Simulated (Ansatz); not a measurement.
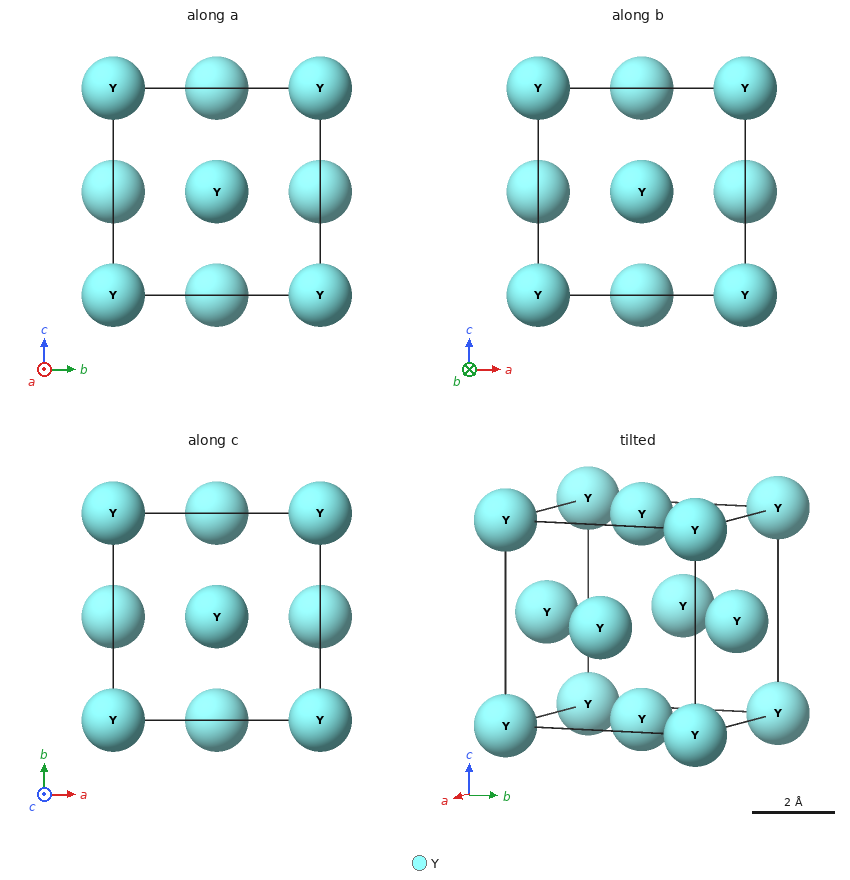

Spheres-only drawing of the structure, looking along the a axis, along the b axis, along the c axis and slightly off an axis. The frame is the conventional unit cell; atoms at its boundary are shown with their periodic copies.

Lattice parameters: a = 5.108 Å, b = 5.108 Å, c = 5.108 Å, α = 90.00°, β = 90.00°, γ = 90.00°. Put a along x and b in the xy plane.

Q: Reconstruct the structure as a POSCAR file.

A:
```
Y
1.0
     5.108    0.000    0.000
     0.000    5.108    0.000
     0.000    0.000    5.108
Y
4
Direct
  0.0000 0.0000 0.0000
  0.0000 0.5000 0.5000
  0.5000 0.0000 0.5000
  0.5000 0.5000 0.0000
```

Provenance: a structure type filled with this element by a generator (whether the element takes this form wasn't checked). Earlier steps of the study may have refined or changed the cell and positions. A calculation with Ansatz used it as input.
